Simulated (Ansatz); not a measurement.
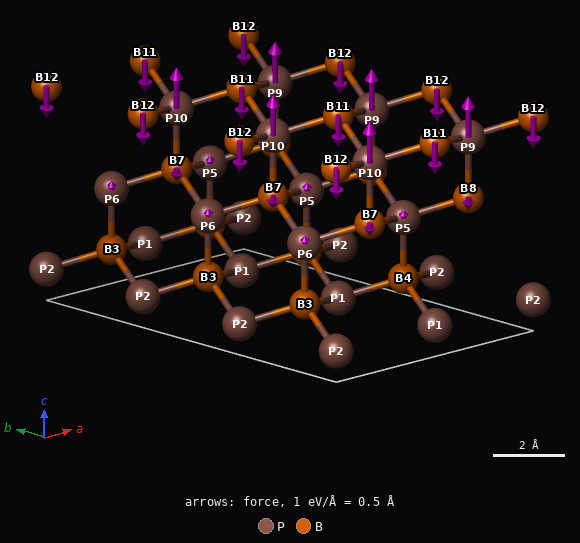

Starting geometry of a slab of composition BP (cut from the F-43m phase) with the computed forces as purple arrows. Style: ball-and-stick. Shown: the 1 × 3 repeat of the cell, outlined in the plane, without the vacuum, from a free direction.

Case: lower part held, upper part relaxed from the bulk's places. The slab is the (1 1 1) face of BP. 4 atoms are held fixed.

Theory: DFT PBEsol, scalar-relativistic, plane waves, PAW in Ansatz. Set-up: plane-wave cutoff 420 eV; k-point mesh 5 × 9 × 1; occupations gaussian; smearing width 0.05 eV; no spin polarisation; dipole correction; atoms relaxed in a fixed cell; force threshold 0.02 eV/Å; at most 90 steps.

> What follows when this structure is relaxed?

It isn't relaxed: the largest force vector, on P atoms, is 2.61 eV/Å. The atoms end up moving mostly along the starting forces (cosine between the two patterns 0.96). The largest moves, 0.16 Å, are those of P9 and P10. P9 goes along the normal (+c). By element the largest moves are P 0.16 Å, B 0.13 Å. The cell stays as it was. Among the contacts that change: B7–P10 1.957 → 2.110 Å, P10–B11 1.957 → 1.880 Å, B3–P6 1.957 → 2.009 Å, P5–B7 1.957 → 1.942 Å. Among the angles between lasting bonds that change: B8–P9–B11 109.5° → 101.2°, P9–B11–P10 109.5° → 116.4°, B11–P9–B12 109.5° → 116.4°. Over 4 geometry steps the energy falls by 0.628 eV per cell of the calculation. The largest force component goes from 2.6 to 0.013 eV/Å. Cost: 44 s on 2 threads of Intel(R) Xeon(R) 6975P-C (Granite Rapids), with other jobs on the host, peak memory 0.74 GiB.
